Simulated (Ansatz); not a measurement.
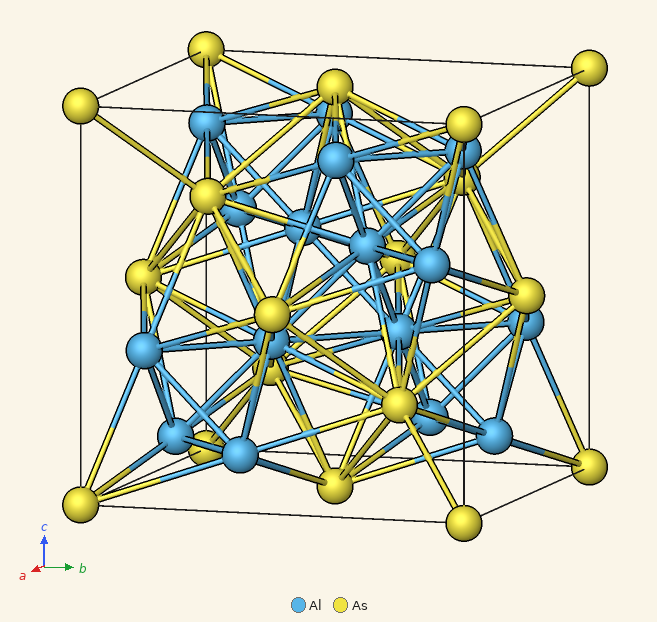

View slightly off an axis, drawn as a ball-and-stick model. The frame is the conventional unit cell; atoms at its boundary are shown with their periodic copies. Cell: a = 7.59 Å, b = 7.59 Å, c = 7.59 Å, α = 90.00°, β = 90.00°, γ = 90.00°.

Provenance: a structure type filled with these elements by a generator (whether the compound takes this form wasn't checked). Earlier steps of the study may have refined or changed the cell and positions. Ansatz was used for an electronic-structure calculation on it.

**Explain the picture.**

Formula: Al2As. The symmetry is that of Fd-3m (No. 227), on a face-centred cubic lattice. This arrangement goes by the name cubic Laves phase (C15, MgCu₂ type). Atoms per cell: 24 (16 Al, 8 As). Every Al atom has six Al and six As (about 2.7 Å to Al, 3.1 Å to As) as neighbours. Each As atom has twelve Al and four As (about 3.1 Å to Al, 3.3 Å to As) around it. The bonds build a three-dimensional framework.

Computational set-up: Ansatz 0.2.0, DFT PBE, scalar-relativistic, plane waves, PAW, 420 eV cutoff, k-points about 0.14 Å⁻¹ apart, Gaussian smearing of 0.1 eV, no spin polarisation.

**How large a gap does the method give, if there is one?**

A metal: bands cross the Fermi level.

**Predict the Bader charges.**

Al +0.27 e; As -0.54 e.

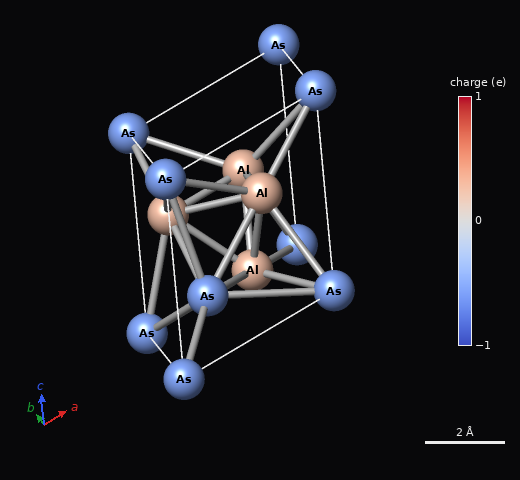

The atoms coloured by those charges. The run's cell of 6 atoms is drawn, so axes and origin can differ from the first picture.

**Is this an equilibrium geometry for the method given?**

Yes. All forces vanish to within 0.01 eV/Å. The pressure is 0.0 GPa, close to zero.
